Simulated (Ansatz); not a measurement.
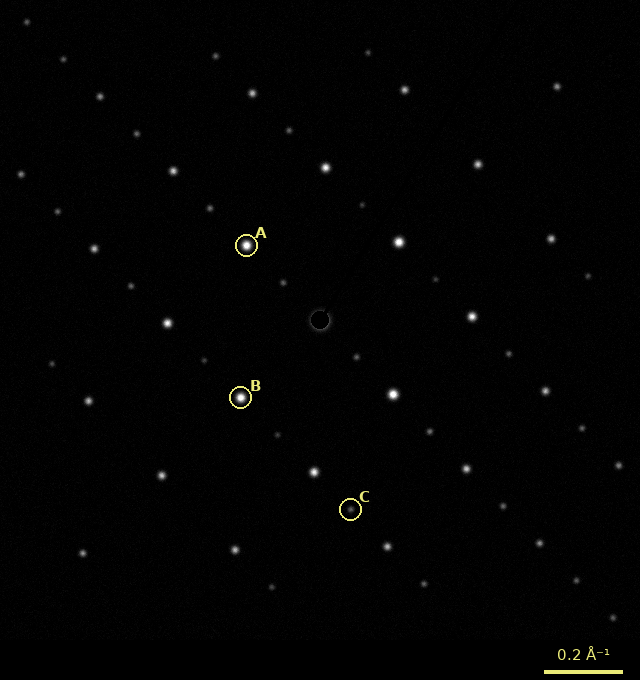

Kinematic zone-axis pattern, calculated for 80 keV electrons with B = 1 Å². The zone axis points towards the electron source and the pattern is seen from the source side.

The sample is Sr, space group Fmmm (No. 69), a = 4.379 Å, b = 6.999 Å, c = 14.858 Å. Structure: the geometry relaxed with Ansatz, DFT r2SCAN, scalar-relativistic, plane waves, PAW; the starting structure was generated, so it need not be a known form of this composition.

Spot A is indexed 0 0 -4 and spot B 0 2 0.

Question: Index the other marked spot.

Answer: C = −(3/2)A + B = 0 2 6 (d = 2.021 Å).

Question: Which zone axis is this?

Answer: The cross product of A and B is parallel to [100]; every spot obeys hu + kv + lw = 0.

Question: What are the spacings of A and B and the angle between them?

Answer: d(A) = 3.715 Å, d(B) = 3.499 Å, and the angle is 90.0°.
